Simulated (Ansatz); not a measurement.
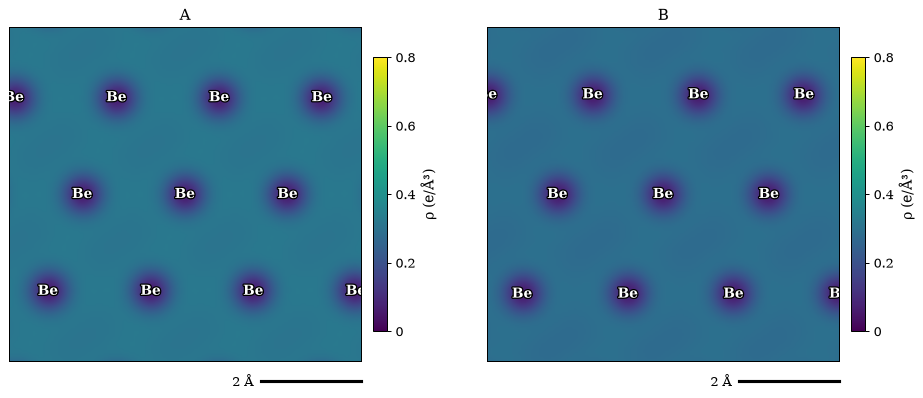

Be. The valence pseudo-density of two cells that differ in size, on the (011̄) plane of each (indices in the axes of the calculation cell), at one length scale and on one colour scale: B has 7.2 Å³ an atom and A 6.6.

All numbers below come from Ansatz, DFT, LDA (PW92), plane waves (420 eV) with PAW, scalar-relativistic.

The density is the valence pseudo-density of a PAW calculation; it isn't the true density close to the nuclei.

The larger cell:

```
Be
1.0
    -1.21458    1.21458    1.21458
     1.21458   -1.21458    1.21458
     1.21458    1.21458   -1.21458
Be
1
Direct
  0.00000 0.00000 0.00000
```

The smaller cell: a = 2.044 Å, b = 2.044 Å, c = 2.044 Å, α = 109.47°, β = 109.47°, γ = 109.47°.

What does the compression do to the bonding and the properties?

From the larger cell to the smaller, Be–Be goes from 2.10 to 2.04 Å, and the density at its midpoint from 0.29 to 0.32 e/Å³; the pressure goes from 6 to 21 GPa.
